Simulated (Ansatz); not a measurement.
## Electronic structure of MoSe in real space

Input file:

```
crystal:
  lattice:
    - [0.0, 2.7982149225, 2.7982149225]
    - [2.7982149225, 0.0, 2.7982149225]
    - [2.7982149225, 2.7982149225, 0.0]
  atoms:
    - { symbol: Mo, position: [0.0, 0.0, 0.0], spin: 0.66 }
    - { symbol: Se, position: [0.25, 0.25, 0.25] }
basis:
  ecutwfc: 420
kpoints:
  mp_grid: { grid: [14, 14, 14] }
hamiltonian:
  xc: pbesol
scf:
  occupations: { method: gaussian, width: 0.1 }
output:
  forces: true
  stress: true
  eigenvalues: true
  populations: true
  write_density: true
  write_potential: true
  elf: true
  volumetric_format: npy
magnetization:
  spin_polarized: true
relax:
  adjacent_minimum: "off"
  f_tol: 0.01
  max_steps: 80
  cell: { stress_tol: 0.05 }
```

Launched as:

```sh
ansatz run input.yaml --threads 1 --pin off --max-ram 2560MiB --backend cpu --events-out ev --progress --plain --runs-dir out
```

Below, planes, directions and counts refer to the conventional cell (a = 5.58 Å, b = 5.58 Å, c = 5.58 Å, α = 90.00°, β = 90.00°, γ = 90.00°).

The fields are those of the run's last geometry, not of the input's.

Space group F-43m; started from the zinc blende prototype, which need not be the ambient phase; the program warned that a starting moment wasn't kept; spin-polarised, but the moments vanished.

Method: Ansatz 0.2.0, DFT PBEsol, scalar-relativistic, plane waves, PAW.

Core electrons are frozen (PAW), and the valence fields are smoothed inside the atomic spheres.

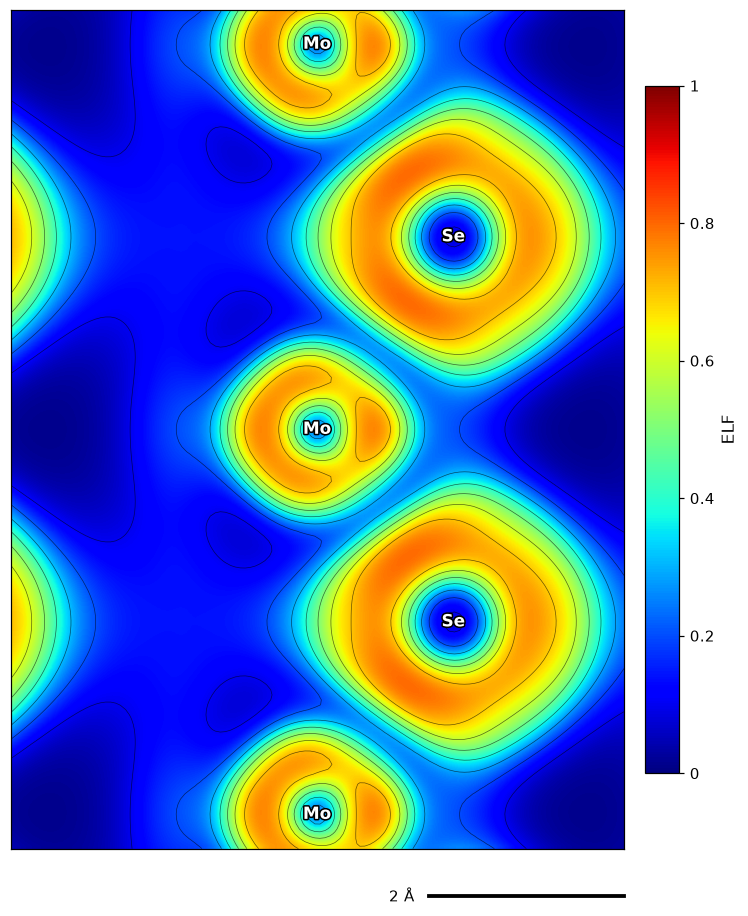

Figure 1. ELF on the (101) plane of the conventional cell.

Read the bonding off the picture.

The plane passes through Mo and Se nuclei. Mo–Se (2.42 Å): the ELF is about 0.45 at the midpoint. The features right at Mo lie inside the PAW spheres, where the map follows smoothed inner orbitals and isn't to be read closely.

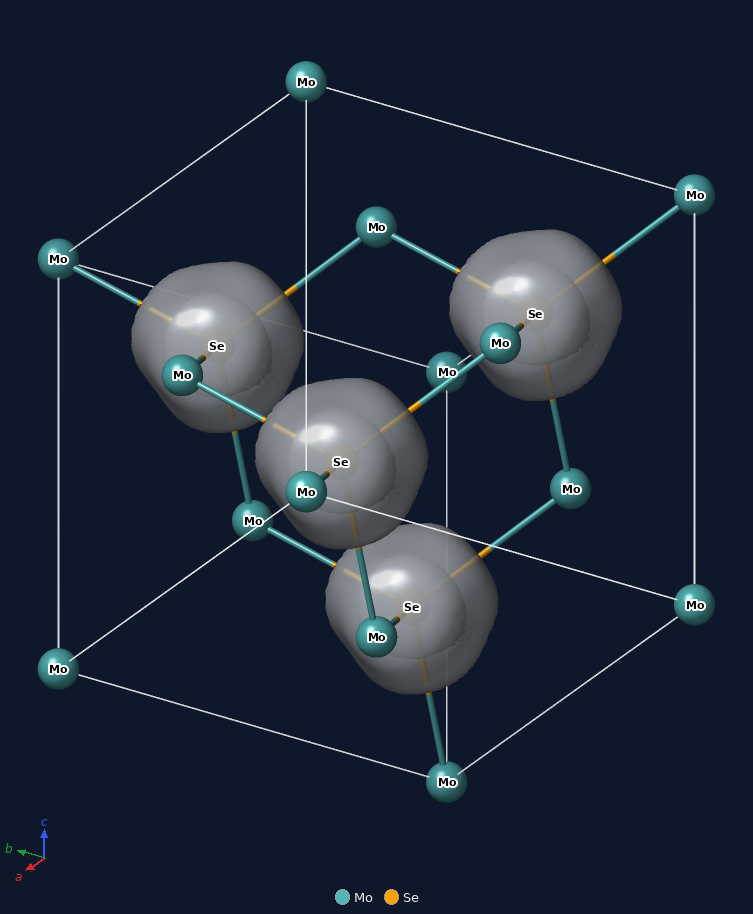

Figure 2. Isosurface of the electron localisation function at 0.7 (grey), seen at an oblique angle. Core shells and regions of very low density are left out. Sticks mark near contacts.

What do the ELF domains correspond to?

At this value the surface marks out four regions wrapped around Se (the valence shell of each), counted in one cell of 8 atoms. Regions shared between cells count once.

Does the calculation give a band gap?

It is gapless in this calculation (a metal or semimetal); semilocal functionals without U, or without the true magnetic order, often close the gap of such compounds.
